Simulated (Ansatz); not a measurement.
# SiO$_{2}$: what the fields show

Input file:

```
crystal:
  lattice:
    - [-2.6194160273, 4.729986429, 4.4440771364]
    - [2.5773696346, -4.8061644802, 4.5006435732]
    - [2.6673647187, 4.8326297084, -4.5254264452]
  atoms:
    - { symbol: Si, position: [0.9293514225, 0.8482093303, 0.0870759055] }
    - { symbol: Si, position: [0.7400564189, 0.155992761, 0.5847112136] }
    - { symbol: Si, position: [0.0706485775, 0.1517906697, 0.9129240945] }
    - { symbol: Si, position: [0.2599435811, 0.844007239, 0.4152887864] }
    - { symbol: O, position: [0.1301304815, 0.8848347052, 0.2551307507] }
    - { symbol: O, position: [0.8698695185, 0.1151652948, 0.7448692493] }
    - { symbol: O, position: [0.7929142594, 0.5021334849, 0.7970829741] }
    - { symbol: O, position: [0.2070915015, -0.0054346937, 0.7049129218] }
    - { symbol: O, position: [0.2070857406, 0.4978665151, 0.2029170259] }
    - { symbol: O, position: [0.7929084985, 0.0054346937, 0.2950870782] }
    - { symbol: O, position: [0.0, 0.0, 0.0] }
    - { symbol: O, position: [0.5, 0.0, 0.5] }
basis:
  ecutwfc: 420
kpoints:
  mp_grid: { grid: [6, 6, 6] }
hamiltonian:
  xc: lda
scf:
  occupations: { method: gaussian, width: 0.02 }
output:
  forces: true
  stress: true
  eigenvalues: true
  write_density: true
  write_potential: true
  elf: true
  volumetric_format: npy
relax:
  adjacent_minimum: "off"
  f_tol: 0.008
  max_steps: 40
```

Launched as:

```sh
ansatz run input.yaml --threads 2 --pin off --max-ram 5120MiB --backend cpu --events-out ev --progress --plain --runs-dir out
```

Below, planes, directions and counts refer to the conventional cell (a = 5.24 Å, b = 7.00 Å, c = 7.07 Å, α = 78.95°, β = 69.02°, γ = 68.05°).

The fields are those of the run's last geometry, not of the input's.

Space group P-1; a structure from a database of computed crystals, not necessarily the ambient phase; changed on purpose from its base cell (strain along c alone, the other axes held, atoms relaxed: +2.0 %); computed pressure about −2 GPa in this cell.

Computed with Ansatz 0.2.0, DFT LDA, scalar-relativistic, plane waves, PAW.

The density is the valence pseudo-density of a PAW calculation; it isn't the true density close to the nuclei.

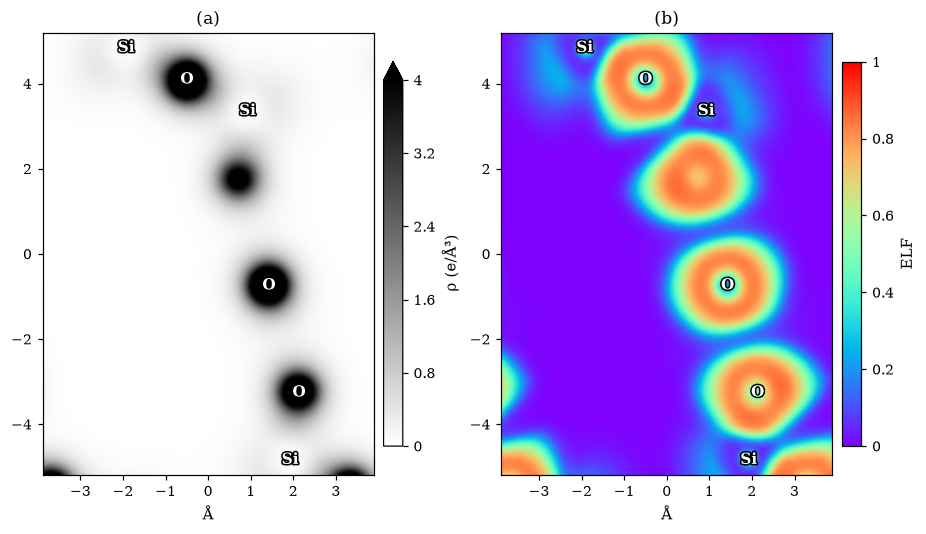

Figure 1. (a) valence pseudo-density; (b) ELF on the (11̄0) plane of the conventional cell.

Describe what can be read from this map.

Answer. The plane passes through Si and O nuclei.
Atoms just off the plane (O, 0.4 Å away) can leave unmarked features too.
Si–O (1.61 Å): ρ at the midpoint is about 1.2 e/Å³; the ELF peaks at about 0.85 between the atoms, as expected for a polar covalent bond.
The density dies away to nearly zero in the voids.
The ELF also peaks beside O, away from the bonds: lone-pair regions.

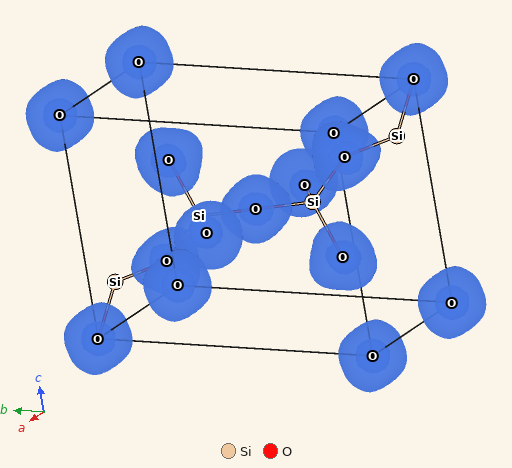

Figure 2. Isosurface of the electron localisation function at 0.75 (blue), seen at an oblique angle. Only the valence region is drawn (cores and ρ < 0.01 e/Å³ removed). Sticks mark near contacts.

Identify the bonds, lone pairs and shells in this picture.

Answer. The surface consists of eight regions on O in which the atom's valence shell and bonds are merged, counted in one cell of 12 atoms. Any copies at cell faces, edges or corners count once. Profiles from the grid: Si–O (1.60 Å): the ELF peaks at about 0.85 between the atoms (a polar covalent bond).

Metal or insulator at this level of theory?

Answer. It is gapped, with a Kohn–Sham gap of 5.4 eV on the k-point mesh (the band edges may lie off the mesh, which would make the gap smaller).
